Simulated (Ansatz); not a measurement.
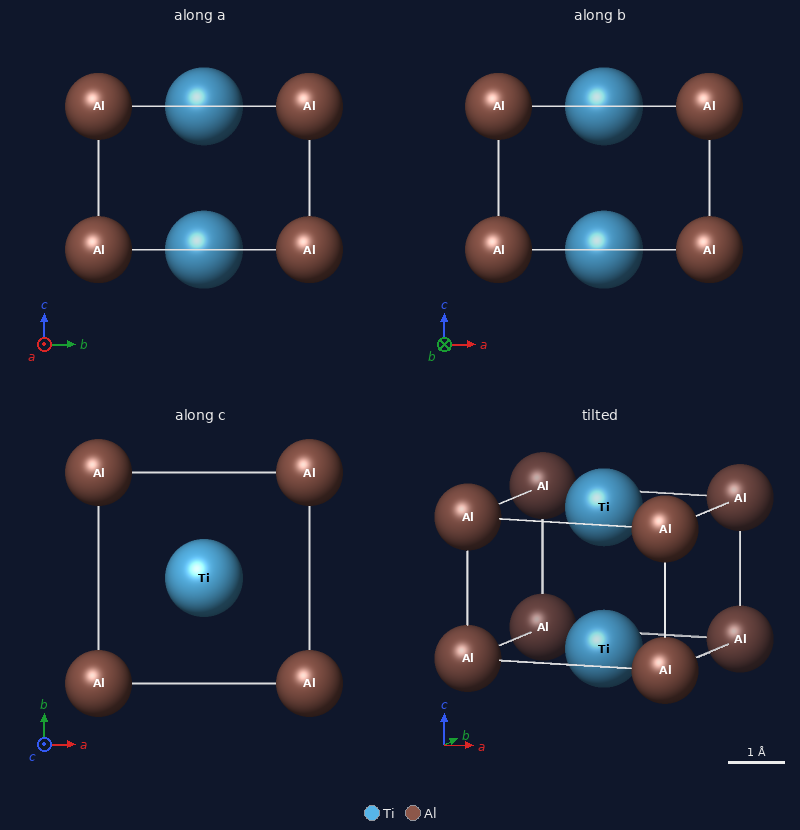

The structure above is drawn in spheres-only style and viewed along the a axis, along the b axis, along the c axis and slightly off an axis. The conventional unit cell is outlined; an atom on or near a face, edge or corner is repeated at each equivalent position.

Lattice parameters: a = 3.8158 Å, b = 3.8158 Å, c = 2.5918 Å, α = 90.000°, β = 90.000°, γ = 90.000°.

**Reconstruct the structure as a CIF with its space group and independent sites.**

```cif
data_structure
_symmetry_space_group_name_H-M 'P 4/m m m'
_symmetry_Int_Tables_number 123
_cell_length_a 3.8158
_cell_length_b 3.8158
_cell_length_c 2.5918
_cell_angle_alpha 90.000
_cell_angle_beta 90.000
_cell_angle_gamma 90.000
_cell_volume 37.74
loop_
_atom_site_label
_atom_site_type_symbol
_atom_site_symmetry_multiplicity
_atom_site_Wyckoff_symbol
_atom_site_fract_x
_atom_site_fract_y
_atom_site_fract_z
_atom_site_occupancy
Ti1 Ti 1 c 0.5000 0.5000 0.0000 1
Al1 Al 1 a 0.0000 0.0000 0.0000 1
```

Provenance: a random cell made by a generator, so it need not be a real form of the compound. Earlier steps of the study may have refined or changed the cell and positions. It was run through Ansatz as a DFT input.
